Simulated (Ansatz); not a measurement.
Consider ZnS.

Input file:

```
crystal:
  lattice:
    - [3.8455587354, 0.0, 0.0]
    - [-1.9227793677, 3.3303515566, 0.0]
    - [0.0, 0.0, 6.3037246812]
  atoms:
    - { symbol: Zn, position: [0.3189686275, 0.7059117727, 0.0052003729] }
    - { symbol: Zn, position: [0.6810313725, 0.2940882273, 0.5052003729] }
    - { symbol: S, position: [0.3449414478, 0.6349527081, 0.3797996271] }
    - { symbol: S, position: [0.6550585522, 0.3650472919, 0.8797996271] }
basis:
  ecutwfc: 520.0
kpoints:
  mp_grid: { grid: [9, 9, 4] }
hamiltonian:
  xc: pbe
scf:
  occupations: { method: gaussian, width: 0.05 }
output:
  forces: true
  stress: true
  eigenvalues: true
  write_density: true
  write_potential: true
  elf: true
  volumetric_format: npy
```

Launched as:

```sh
ansatz run input.yaml --threads 1 --pin off --max-ram 2048MiB --backend cpu --events-out ev --progress --plain --runs-dir out
```

Below, planes, directions and counts refer to the conventional cell (a = 3.85 Å, b = 6.30 Å, c = 3.85 Å, α = 90.00°, β = 120.00°, γ = 90.00°).

Space group P2₁.

All numbers below come from DFT PBE, scalar-relativistic, plane waves, PAW in Ansatz 0.2.0.

What will maps of the valence pseudo-density and electron localisation function show?

Zn–S (2.38 Å): the density is about 0.46 e/Å³ at the midpoint; the ELF peaks at about 0.90 in the valence shell of S, 0.9 Å from its nucleus, and is about 0.55 at the midpoint.

Metal or insulator at this level of theory?

It is gapped, with a Kohn–Sham gap of 2.0 eV on the k-point mesh (the band edges may lie off the mesh, which would make the gap smaller).

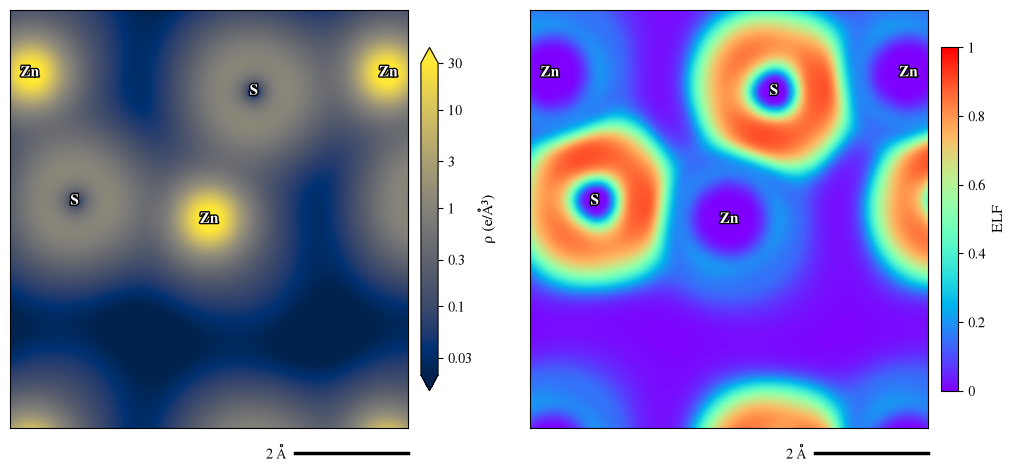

Computed valence pseudo-density and electron localisation function on the (101) plane of the conventional cell, in this order. 

The density is the valence pseudo-density of a PAW calculation; it isn't the true density close to the nuclei.
